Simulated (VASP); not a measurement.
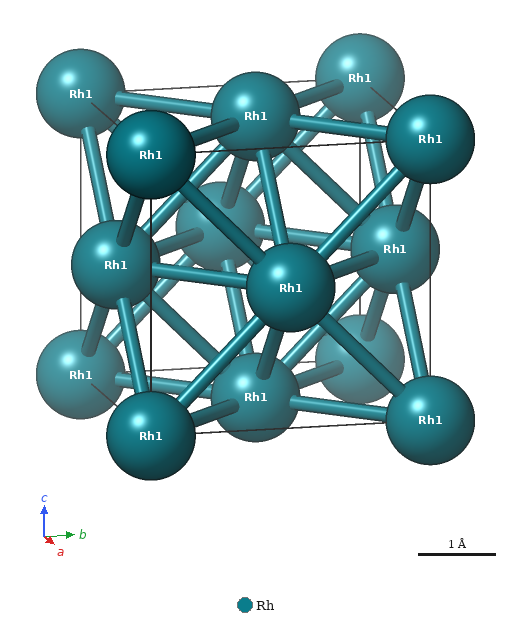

Figure 1. The structure as given in the input (ball-and-stick view of the cell 4 times as large as that of the calculation, set on its symmetry axes, seen slightly off an axis; atoms are numbered from 1 in the order of the input). Near neighbours in the crystal (not all of them lie inside the picture): Rh has 12 Rh at 2.67 Å.

## What a change does: single-point calculation on Rh

System: Rh (1 atom in the cell).
Method of run A: Kohn-Sham DFT of a periodic cell, PBEsol, VASP PAW PBE potentials, hard, no spin polarisation (VASP 6.6.1).

The structure derives from a Materials Project entry. 

### INCAR, run A
```
SYSTEM = Rh
PREC     = Accurate       ! precision mode
ENCUT    = 900            ! plane-wave cutoff, eV
EDIFF    = 1E-7           ! SCF threshold, eV
ISMEAR   = 0              ! smearing method
SIGMA    = 0.1            ! smearing width, eV
LREAL    = .False.        ! projectors in reciprocal space
LASPH    = .True.         ! aspherical terms in the spheres
NELM     = 80             ! most SCF steps
ALGO     = Fast           ! electronic algorithm
ISIF     = 2              ! what is computed and relaxed
LWAVE    = .False.        ! write WAVECAR
LCHARG   = .False.        ! write CHGCAR
GGA      = PS             ! functional
```

### KPOINTS, run A
```
regular mesh
0
Gamma
  18 18 18
  0 0 0
```

### POSCAR, run A
```
Rh
1.0
    0.0000000000      1.8896100000      1.8896100000
    1.8896100000      0.0000000000      1.8896100000
    1.8896100000      1.8896100000      0.0000000000
Rh
1
Direct
    0.0000000000      0.0000000000      0.0000000000
```

Launched with:
```bash
cat potpaw_PBE.64/Rh_pv/POTCAR > POTCAR
mpirun -np 1 vasp_std > vasp.out
```

Hardware: 1 thread of AMD EPYC (Zen 4), 64 GiB of memory available, shared host.

### OSZICAR and lines of OUTCAR (run A)
```
N       E                     dE             d eps       ncg     rms          rms(c)
DAV:   1     0.152867163033E+03    0.15287E+03   -0.12745E+04  4290   0.221E+03
DAV:   2    -0.670209285501E+01   -0.15957E+03   -0.15301E+03  4398   0.479E+02
DAV:   3    -0.876343456024E+01   -0.20613E+01   -0.20457E+01  4959   0.593E+01
DAV:   4    -0.877639717586E+01   -0.12963E-01   -0.12961E-01  4711   0.492E+00
DAV:   5    -0.877659524445E+01   -0.19807E-03   -0.19806E-03  4981   0.558E-01    0.116E+01
RMM:   6    -0.816764087553E+01    0.60895E+00   -0.13535E+00  4414   0.139E+01    0.371E+00
RMM:   7    -0.814666800671E+01    0.20973E-01   -0.72653E-02  4521   0.300E+00    0.160E+00
RMM:   8    -0.814297885872E+01    0.36891E-02   -0.16609E-02  4689   0.183E+00    0.389E-01
RMM:   9    -0.814182486530E+01    0.11540E-02   -0.27069E-03  4987   0.685E-01    0.259E-02
RMM:  10    -0.814183477821E+01   -0.99129E-05   -0.25383E-04  5010   0.238E-01    0.146E-02
RMM:  11    -0.814183675701E+01   -0.19788E-05   -0.41469E-05  5107   0.107E-01    0.748E-03
RMM:  12    -0.814183555109E+01    0.12059E-05   -0.12215E-05  5209   0.562E-02    0.446E-03
RMM:  13    -0.814183608571E+01   -0.53462E-06   -0.36070E-06  5176   0.318E-02    0.706E-04
RMM:  14    -0.814183614675E+01   -0.61045E-07   -0.11327E-06  4340   0.154E-02    0.342E-04
RMM:  15    -0.814183616835E+01   -0.21593E-07   -0.16728E-07  3304   0.654E-03
   1 F= -.81418362E+01 E0= -.81385448E+01  d E =-.658274E-02
[... from OUTCAR:]
  free energy    TOTEN  =        -8.14183617 eV
  energy without entropy =       -8.13525343  energy(sigma->0) =       -8.13854480
 E-fermi :  12.1082     XC(G=0): -14.3391     alpha+bet :-19.1402
  free  energy   TOTEN  =        -8.1418361683 eV
  energy  without entropy=       -8.1352534269  energy(sigma->0) =       -8.13854480
```

The input of run B differs as follows (lines with − go, lines with + come):
```diff
-ENCUT    = 900            ! plane-wave cutoff, eV
+ENCUT    = 700            ! plane-wave cutoff, eV
```

What does this change do to the results?

The free energy of run B is 0.08 meV per atom higher, which measures how much it depends on this numerical setting. More plane waves can only lower the energy of a fixed Hamiltonian, so the higher cutoff gives the lower value. The number of SCF iterations is the same. The plane waves at Γ go from 869.0 to 588.0. On the same kind of shared host run B took about 0.63 times as long.

### OSZICAR and lines of OUTCAR (run B)
```
N       E                     dE             d eps       ncg     rms          rms(c)
DAV:   1     0.136942666222E+03    0.13694E+03   -0.11129E+04  4290   0.183E+03
DAV:   2    -0.694119305621E+01   -0.14388E+03   -0.13779E+03  4428   0.437E+02
DAV:   3    -0.876464384307E+01   -0.18235E+01   -0.18083E+01  4938   0.546E+01
DAV:   4    -0.877614714931E+01   -0.11503E-01   -0.11501E-01  4755   0.448E+00
DAV:   5    -0.877632805551E+01   -0.18091E-03   -0.18090E-03  4898   0.522E-01    0.116E+01
RMM:   6    -0.816752827795E+01    0.60880E+00   -0.13524E+00  4410   0.139E+01    0.371E+00
RMM:   7    -0.814657985243E+01    0.20948E-01   -0.72548E-02  4516   0.299E+00    0.160E+00
RMM:   8    -0.814289431851E+01    0.36855E-02   -0.16577E-02  4694   0.182E+00    0.389E-01
RMM:   9    -0.814174210176E+01    0.11522E-02   -0.26950E-03  4995   0.681E-01    0.261E-02
RMM:  10    -0.814175153228E+01   -0.94305E-05   -0.25049E-04  5018   0.234E-01    0.146E-02
RMM:  11    -0.814175347440E+01   -0.19421E-05   -0.41008E-05  5120   0.105E-01    0.738E-03
RMM:  12    -0.814175229993E+01    0.11745E-05   -0.12126E-05  5213   0.557E-02    0.443E-03
RMM:  13    -0.814175282631E+01   -0.52639E-06   -0.35691E-06  5182   0.315E-02    0.693E-04
RMM:  14    -0.814175288773E+01   -0.61416E-07   -0.11271E-06  4350   0.152E-02    0.329E-04
RMM:  15    -0.814175290921E+01   -0.21481E-07   -0.16722E-07  3302   0.649E-03
   1 F= -.81417529E+01 E0= -.81384616E+01  d E =-.658270E-02
[... from OUTCAR:]
  free energy    TOTEN  =        -8.14175291 eV
  energy without entropy =       -8.13517021  energy(sigma->0) =       -8.13846156
 E-fermi :  12.1084     XC(G=0): -14.3392     alpha+bet :-19.1402
  free  energy   TOTEN  =        -8.1417529092 eV
  energy  without entropy=       -8.1351702097  energy(sigma->0) =       -8.13846156
```

### The two runs side by side

```csv
quantity,run A,run B
outcome,converged,converged
free energy per atom (eV),−8.1418,−8.1418
"energy per atom, smearing taken to zero (eV)",−8.1385,−8.1385
gap on the mesh (eV),0.00,0.00
pressure (GPa),0.16,0.17
largest force (eV/Å),0.000,0.000
SCF iterations,15,15
irreducible k-points,195,195
plane waves at Γ,869,588
```
